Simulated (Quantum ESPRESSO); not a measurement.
# A series of single points on NaI

System: NaI (Fm-3m, 2 atoms in the cell).
Method: Kohn-Sham DFT of a periodic cell, LDA, GBRV 1.5 LDA, no spin polarisation (Quantum ESPRESSO 7.5).

The 7 runs differ only in the geometry, by an even scaling of the cell at fixed fractional positions. The structure derives from an entry of the Crystallography Open Database.

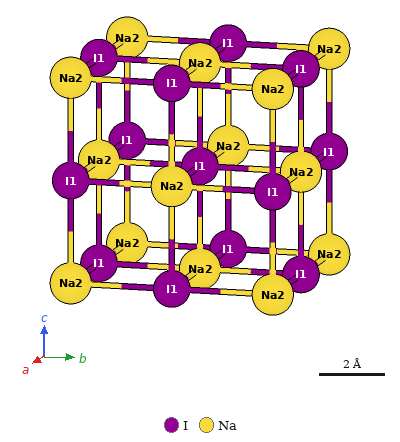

Figure 1. The structure of run 4 (ball-and-stick view of the cell 4 times as large as that of the calculation, set on its symmetry axes, seen slightly off an axis; atoms are numbered from 1 in the order of the input).

**Input of run 4**
```
&CONTROL
  calculation = 'scf'
  prefix = 'pwscf'
  outdir = './tmp'
  pseudo_dir = './pseudo'
  tstress = .true.
  disk_io = 'nowf'
/
&SYSTEM
  ibrav = 0
  nat = 2
  ntyp = 2
  ecutwfc = 45
  ecutrho = 360
  nbnd = 14
  occupations = 'smearing'
  smearing = 'fd'
  degauss = 0.00367493
/
&ELECTRONS
  conv_thr = 4d-10
  electron_maxstep = 120
  mixing_beta = 0.5
/
ATOMIC_SPECIES
I    126.9045 i_lda_v1.uspp.F.UPF
Na    22.9898 na_lda_v1.5.uspp.F.UPF
CELL_PARAMETERS angstrom
   0.0000000000    3.2364000000    3.2364000000
   3.2364000000    0.0000000000    3.2364000000
   3.2364000000    3.2364000000    0.0000000000
ATOMIC_POSITIONS crystal
I      0.5000000000    0.5000000000    0.5000000000
Na     0.0000000000    0.0000000000    0.0000000000
K_POINTS automatic
7 7 7 0 0 0
```

Command:
```bash
OMP_NUM_THREADS=1 mpirun -n 2 pw.x -nk 2 -in pw.in > pw.out
```

Run 5 differs from it as follows:
```diff
-   0.0000000000    3.2364000000    3.2364000000
-   3.2364000000    0.0000000000    3.2364000000
-   3.2364000000    3.2364000000    0.0000000000
+   0.0000000000    3.2578337372    3.2578337372
+   3.2578337372    0.0000000000    3.2578337372
+   3.2578337372    3.2578337372    0.0000000000
```

**Results, with one run withheld**

```tsv
run	volume per atom (Å³)	free energy per atom, from the lowest run given (meV)	pressure (GPa)	gap on the mesh (eV)
1	31.865	0.00	−0.72	3.50
2	32.543	3.62	−1.06	3.44
3	33.221	8.62	−1.36	3.38
4	33.899	14.89	−1.63	3.33
5	34.577	?	?	?
6	35.255	30.41	−2.07	3.23
7	35.933	39.47	−2.25	3.19
```

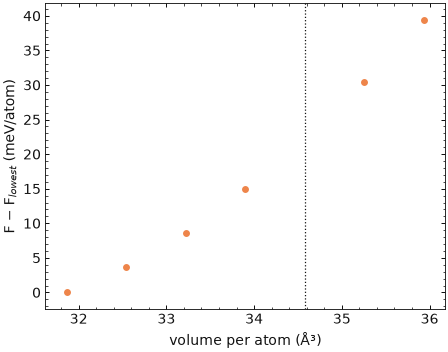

Figure 2. Free energy per atom of the runs given; the dotted line marks run 5.

Fit the runs given and predict run 5.

A cubic polynomial in V^(−2/3) (the Birch–Murnaghan form), fitted to the 6 runs given, misses them by at most 0.02 meV per atom. With x = V^(−2/3) − 0.09578 Å⁻², it reads F = 13.267 − 5093.8 x + 4.0093e+05 x² + 2.3108e+06 x³ (meV per atom). At run 5 it gives 22.18 meV per atom, and the run itself gives 22.19. The slope of the fit gives a pressure −dF/dV of −1.84 GPa there, and the run prints −1.87 GPa. The fit has no minimum inside this range. The gap on the mesh goes, without turning, from 3.50 eV in run 1 to 3.19 eV in run 7; run 5 has 3.28 eV. These are gaps of this functional on this mesh, which can miss the band edges; they aren't the measured gap.

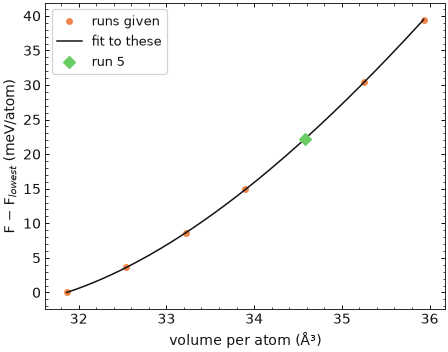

Figure 3. The fit and the withheld run.

**Some lines of the output (run 5)**
```
[...]
     unit-cell volume          =     466.6737 (a.u.)^3
     number of k points=    20  Fermi-Dirac smearing, width (Ry)=  0.0037
     total energy              =    -160.00430964 Ry
     total energy              =    -160.00679496 Ry
     total energy              =    -160.00682124 Ry
     total energy              =    -160.00683620 Ry
     total energy              =    -160.00683915 Ry
     total energy              =    -160.00683919 Ry
     total energy              =    -160.00683920 Ry
     the Fermi energy is     2.3812 ev
!    total energy              =    -160.00683920 Ry
     The total energy is F=E-TS. E is the sum of the following terms:
     Computing stress (Cartesian axis) and pressure
          total   stress  (Ry/bohr**3)                   (kbar)     P=      -18.68
```
